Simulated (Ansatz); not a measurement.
Run report: SnO2, single-point calculation

System: SnO2 (6 atoms in the cell).
Method: DFT r2SCAN, scalar-relativistic, plane waves, PAW, no spin polarisation (Ansatz 0.2.0).

The structure derives from a Materials Project entry. Figures and captions count atoms from 1; the log counts them from 0 in places.

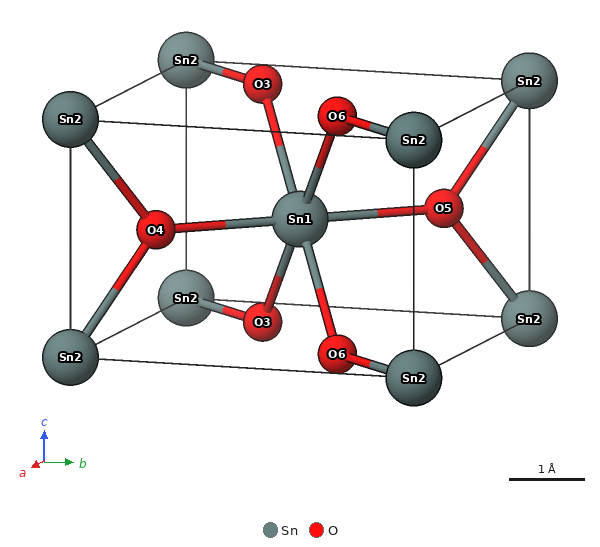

The structure as given in the input (ball-and-stick view of the cell of the calculation, seen slightly off an axis; atoms are numbered from 1 in the order of the input). Near neighbours in the crystal (not all of them lie inside the picture): Sn has 6 O at 2.09 to 2.10 Å; O has 3 Sn at 2.09 to 2.10 Å.

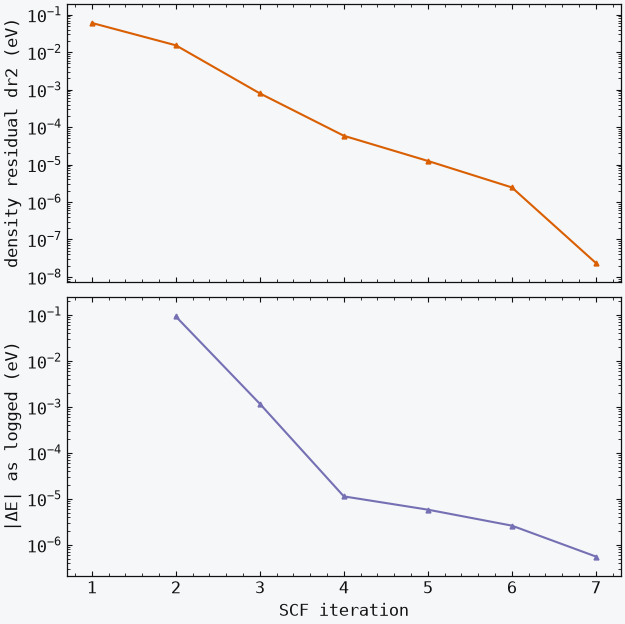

Convergence of the self-consistent field: density residual dr2 and size of the energy change against the SCF iteration. The residual falls at every step.

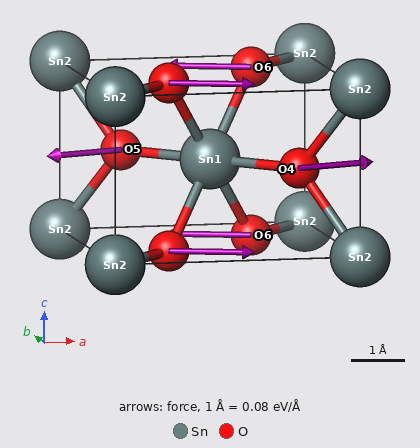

Forces on the atoms as pink arrows (ball-and-stick view of the cell of the calculation, seen slightly off an axis; atoms are numbered from 1 in the order of the input). The largest act on all 4 O atoms (0.13 eV/Å). The geometry is not a stationary point of this energy.

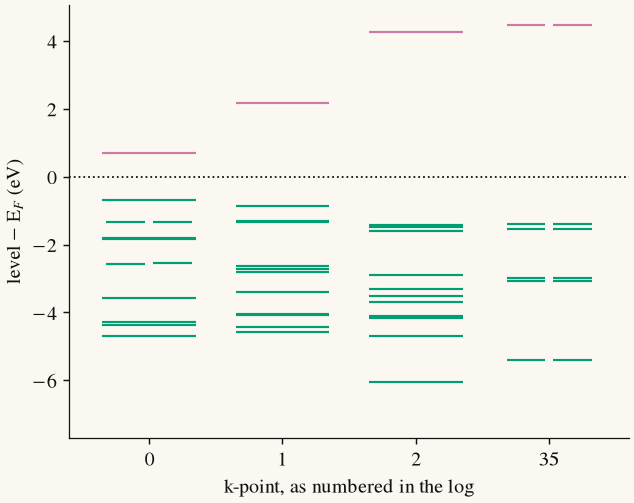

Kohn–Sham levels near the Fermi level (dotted) at the few k-points that the log prints; levels within 0.02 eV of each other stand side by side. Among these points the highest filled and lowest empty levels are 1.40 eV apart, which is the gap on the mesh.

These pictures come from the run below.

The input:
```yaml
crystal:
  lattice:
    - [4.788004, 0.0, 0.0]
    - [0.0, 4.866582, 0.0]
    - [0.0, 0.0, 3.240898]
  atoms:
    - { symbol: Sn, position: [0.5, 0.5, 0.5] }
    - { symbol: Sn, position: [0.0, 0.0, 0.0] }
    - { symbol: O, position: [0.291855, 0.321042, 0.0] }
    - { symbol: O, position: [0.791855, 0.178958, 0.5] }
    - { symbol: O, position: [0.208145, 0.821042, 0.5] }
    - { symbol: O, position: [0.708145, 0.678958, 0.0] }
basis:
  ecutwfc: 500
kpoints:
  mp_grid: { grid: [4, 4, 6] }
hamiltonian:
  xc: r2scan
scf:
  occupations: { method: gaussian, width: 0.1 }
output:
  forces: true
  stress: true
  eigenvalues: true
```

Command:
```bash
ansatz run input.yaml --threads 1 --pin off --max-ram 2560MiB --backend cpu --events-out ev --progress --plain --runs-dir out
```

The program's output:
```
Engine: ansatz 0.2.0, x86_64-unknown-linux-gnu
Pseudopotentials: kind: paw
Pseudopotential: Sn, paw, valence charge 14, recommended cutoff 500 eV (meta_gga), Sn.paw.azcp
Pseudopotential: O, paw, valence charge 6, recommended cutoff 500 eV (meta_gga), O.paw.azcp
Functional definition: r2SCAN
  parameter k0 = 0.174
  parameter k1 = 0.065
  parameter a1 = 4.9479
  exchange = r2scan_x(k0 = k0, k1 = k1, a1 = a1)
  correlation = r2scan_c
Crystal: 6 atoms, lattice volume = 75.517 Å³
Basis set: ecut = 500 eV, 1931 PW (Γ), exchange–correlation on 144×144×96 points (64 copies of the dense FFT grid, shifted against one another)
Bands: 32, of which v1, the nominal top of the filled ones, is band 26 counted from 1 (25 counted from 0)
Symmetry: 8 space group operations
Space group: Pnnm (ITA 58), of the structure as read, at distance tolerance 4.2e-5 Å
k-points: 36 of 96
Non-local potential: Sn, projectors of the file, l = 0: 2, l = 1: 2, l = 2: 2, l = 3: 2
Non-local potential: O, projectors of the file, l = 0: 2, l = 1: 2, l = 2: 1
PAW form: soft (Blöchl's): semilocal exchange-correlation on the pseudo side does not see the compensation charge
PAW frozen core: Sn, regenerated for the run's functional (the file was generated under x = pbe(κ = 0.804, μ = 0.2195149727645171), c = pbe(β = 0.06672455060314922))
PAW frozen core: O, regenerated for the run's functional (the file was generated under x = pbe(κ = 0.804, μ = 0.2195149727645171), c = pbe(β = 0.06672455060314922))
PAW one-centre angular grid: Sn, 590 points (default); XC on 249 of its mesh's 2787 points in the sphere
PAW one-centre angular grid: O, 302 points (default); XC on 160 Gauss nodes
Initial density: superposition of atomic densities (neutral atoms: chi_scale 0, normalization atom), corrected by the library's trained network
Initial wavefunctions: pseudopotential atomic-orbital guess
Functional: x = r2scan, c = r2scan; τ floored in thin density (d = 2e-4 eV/Å³)
SCF iter   1: F=—  HF=-14352.236939 eV  |F-HF|=—  |Δ(HF+E_count)|=         —  Δρ=1.03e-2  dr2=6.05e-2  dr2_τ=2.38e-1  ethr=1.77e-3  ⟨swp⟩=5.8  Hψ=4995  notcnv=0
preconditioner: auto → Resta (q_TF=auto, 2.564 Å⁻¹)  ε∞=3.3  [insulator: Δε(μ)=1.460 eV  Ē_g=20.396 eV  σ=0.100 eV  W_gap=1.00  n_scr=18 (ndim 8)  ℏωp=30.8 eV  f_vac=0.031  D(μ)=0.00/eV (n_scr^D=0)  ε∞_Penn≈3.3]
SCF iter   2: F=—  HF=-14352.329748 eV  |F-HF|=—  |Δ(HF+E_count)|=   9.28e-2  Δρ=6.06e-3  dr2=1.53e-2  dr2_τ=1.09e-3  ethr=1.16e-4  ⟨swp⟩=2.0  Hψ=2168  notcnv=0  defer=64
SCF iter   3: F=—  HF=-14352.328582 eV  |F-HF|=—  |Δ(HF+E_count)|=   1.17e-3  Δρ=1.02e-3  dr2=7.96e-4  dr2_τ=1.37e-4  ethr=2.95e-5  ⟨swp⟩=1.0  Hψ=1088  notcnv=0  defer=28
automatic band count: iteration 3 solves 31 bands in place of 32: the levels show a gap, and the empty bands left out lie too high to hold charge; the band table lists the bands solved (type scf.n_extra_bands for more)
SCF iter   4: F=—  HF=-14352.328593 eV  |F-HF|=—  |Δ(HF+E_count)|=   1.13e-5  Δρ=3.17e-4  dr2=5.87e-5  dr2_τ=5.35e-6  ethr=1.53e-6  ⟨swp⟩=2.3  Hψ=1628  notcnv=0  defer=28
SCF iter   5: F=—  HF=-14352.328599 eV  |F-HF|=—  |Δ(HF+E_count)|=   5.81e-6  Δρ=1.14e-4  dr2=1.25e-5  dr2_τ=6.45e-7  ethr=1.13e-7  ⟨swp⟩=2.1  Hψ=1643  notcnv=0  defer=28
SCF iter   6: F=—  HF=-14352.328596 eV  |F-HF|=—  |Δ(HF+E_count)|=   2.61e-6  Δρ=5.39e-5  dr2=2.45e-6  dr2_τ=7.44e-8  ethr=2.41e-8  ⟨swp⟩=2.8  Hψ=1968  notcnv=0  defer=28
SCF iter   7: F=-14352.328596 eV  HF=-14352.328596 eV  |F-HF|=3.61e-9  |Δ(HF+E_count)|=   5.55e-7  Δρ=5.66e-6  dr2=2.35e-8  dr2_τ=1.57e-9  ethr=1.92e-10  ⟨swp⟩=7.9  Hψ=5661  notcnv=0
SCF 1 converged in 7 iterations: F = -14352.328596 eV  dr2 = 2.35e-8
  greatest PAW one-centre occupation: 0.995 electrons in one spin orbital (limit 2), on the Sn atom at site 1 (counted from 0), in its partial waves of l = 2
SCF converged after 7 iterations
Free energy (F): -14352.328596 eV
Harris-Foulkes:  -14352.328596 eV  (|F-HF|=3.61e-9)
Internal energy: -14352.328596 eV  (E = F + TS)
E sigma→0 (E₀):  -14352.328596 eV
Fermi energy:    8.917018 eV
--- Per-component energies (eV) ---
  E_band       = -194.862890
  E_kinetic    = 1079.884554
  E_local      = -2956.877660  (includes V_loc(G=0)·N_el)
  E_nonlocal   = 130.710595
  E_hartree    = 1523.990561
  E_xc         = -1034.336167
  E_vxc        = -620.747449  (∫ρ·V_xc dr)
  E_paw        = -8984.584328  (= ΣΔE_a)
  E_vpaw       = -915.167710  (= ΣTr[D̂ρ^β])
  E_aug_tail   = 0.004049  (compensation charges beyond the density's cutoff)
  E_vtau       = 39.345192  (kinetic-family band-sum trace: ∫τ·v_τ [+ j·A + Jᵃ·Aᵃ] dr)
  E_ewald      = -4112.463075
  E_core_change = 1.342876  (= ΣΔE_core)
  E_smearing   = -0.000000  (= −TS)
  E_closure    = 0.000000  (closes the sum)
  Σ components = -14352.328596   (vs F -14352.328596, Δ=0.00e0)
--- Forces (eV/Å), atoms counted from 1 ---
  atom   1  Sn     0.00000000     0.00000000     0.00000000
  atom   2  Sn     0.00000000     0.00000000     0.00000000
  atom   3  O      0.12577425    -0.04323694     0.00000000
  atom   4  O      0.12577425     0.04323694     0.00000000
  atom   5  O     -0.12577425    -0.04323694     0.00000000
  atom   6  O     -0.12577425     0.04323694     0.00000000
  max |Σ_I F_I| component: 5.55e-17 eV/Å
--- Stress (GPa, compression-positive) ---
       -7.398783       0.000000       0.000000
        0.000000      -7.723369       0.000000
        0.000000       0.000000      -9.495522
  P = ⅓ Tr σ = -8.2059 GPa (-82.059 kbar)
--- Band table (eV; the first three rows and the last of 36) ---
  k-point 0: bands = ["-13.3895", "-12.6182", "-12.3968", "-12.3773", "-12.3741", "-12.3118", "-12.2769", "-12.2079", "-12.1744", "-12.1712", "-11.1934", "-9.6041", "-9.5676", "-7.9249", "0.4255", "4.2183", "4.5469", "4.6485", "5.3385", "6.3535", "6.3725", "7.0703", "7.1076", "7.5808", "7.5895", "8.2178", "9.6163", "14.6664", "15.0489", "15.2078", "19.3366"]
  k-point 1: bands = ["-13.2692", "-12.6180", "-12.6171", "-12.4904", "-12.3564", "-12.3337", "-12.2682", "-12.2086", "-12.2010", "-12.1977", "-11.0552", "-9.2144", "-9.1850", "-8.1246", "0.4465", "4.3304", "4.4756", "4.8485", "4.8799", "5.5195", "6.1167", "6.2096", "6.2805", "7.5717", "7.6129", "8.0438", "11.0960", "15.1395", "16.1144", "16.2630", "18.0313"]
  k-point 2: bands = ["-12.9979", "-12.9970", "-12.9801", "-12.4684", "-12.2612", "-12.2470", "-12.2427", "-12.2416", "-12.2408", "-12.2129", "-10.5426", "-8.7349", "-8.5267", "-8.5107", "0.6445", "2.8632", "4.2094", "4.7454", "4.8077", "5.2115", "5.4083", "5.6198", "6.0193", "7.3147", "7.4219", "7.4859", "13.1684", "15.3958", "17.6134", "18.1586", "18.1959"]
  k-point 35: bands = ["-13.1677", "-13.1677", "-12.6897", "-12.6897", "-12.2638", "-12.2638", "-12.2223", "-12.2223", "-12.1800", "-12.1800", "-9.5067", "-9.5067", "-8.2715", "-8.2715", "0.6605", "0.6605", "3.5256", "3.5256", "5.8489", "5.8489", "5.9270", "5.9270", "7.3637", "7.3637", "7.5126", "7.5126", "13.3872", "13.3872", "17.6816", "17.6816", "19.8078"]
```

Key numbers:

| quantity | value |
| --- | --- |
| outcome | converged |
| space group (tolerance 0.01 Å) | Pnnm (58) |
| electrons treated | 52 |
| free energy | −14352.3286 eV |
| Fermi energy | 8.917 eV |
| gap on the k-point mesh | 1.40 eV |
| pressure | −8.21 GPa |
| largest force (length of the vector) | 0.133 eV/Å |
| hardware | 1 thread of Intel Xeon @ 2.50GHz (Skylake/Cascade Lake), 192 GiB of memory available, shared host |
| wall time | 19 s |
| peak memory | 0.55 GiB |

Remarks:

The cell is under a tension of 8.2 GPa at this level, so it is not at its equilibrium volume.
